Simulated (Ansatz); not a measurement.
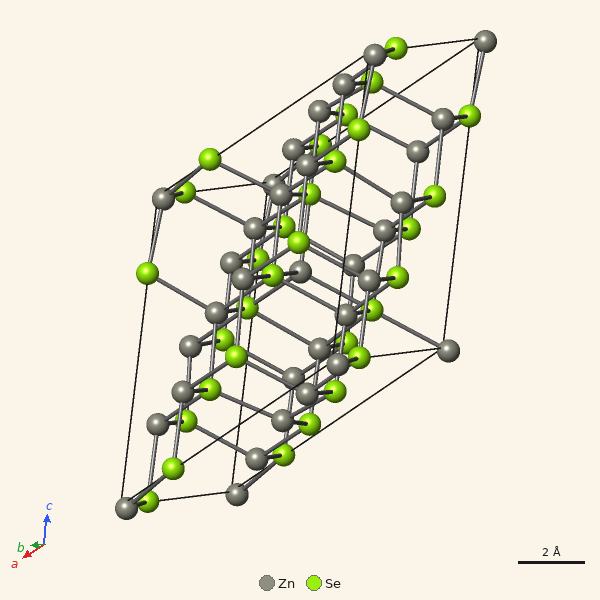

Shown here is a ball-and-stick view of the crystal, taken from a general direction. The edges of the supercell are marked. The host is ZnSe, in a cell of 32 sites, and the cell carries a charge of +2.

### Name the defect and give its surroundings.

An interstitial zinc atom. It is bonded to four Se in a tetrahedral arrangement at about 2.5 Å.

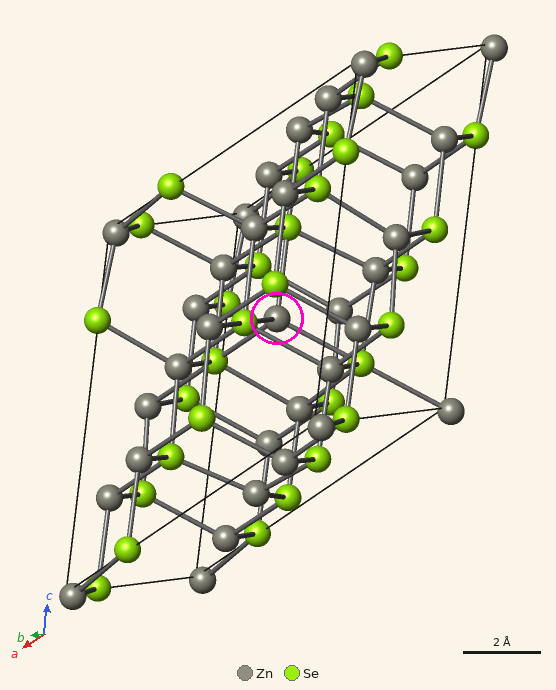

The same cell with a ring at the defect's site.

The atoms were relaxed in the host's cell with DFT PBE, scalar-relativistic, plane waves, PAW (Ansatz).
